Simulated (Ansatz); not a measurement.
```
Fe
1.0
     2.85714    0.00000    0.00000
     0.00000    2.85714    0.00000
     0.00000    0.00000    2.88600
Fe
2
Direct
  0.00000 0.00000 0.00000
  0.50000 0.50000 0.50000
```

Space group I4/mmm; computed pressure about −6 GPa in this cell; spin-polarised.

The calculation used Ansatz 0.2.0, Kohn-Sham DFT of a periodic cell, PBE, Ansatz PAW.

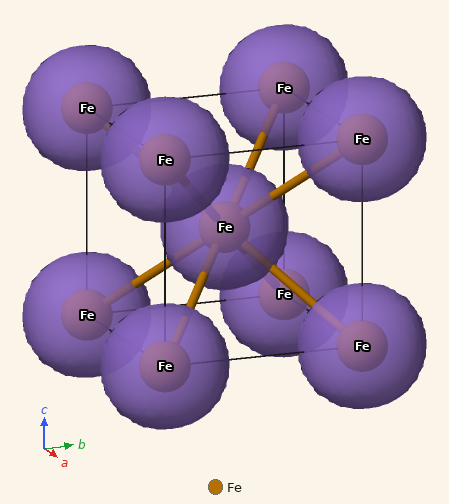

Fe. Isosurface of the valence charge density (pseudo) at 0.8 e/Å³ (purple), seen slightly off an axis. Sticks mark near contacts.

Question: What does this surface tell about the bonding?

Answer: At this value the density breaks into separate islands; it holds about 80 % of the electrons treated as valence (semicore included). It bridges none of the near contacts. It is pinched off along the sampled Fe–Fe (2.48 Å) contacts. On the grid the lowest density along these lines, outside the cores, is 0.34 e/Å³ (Fe–Fe, 2.48 Å).
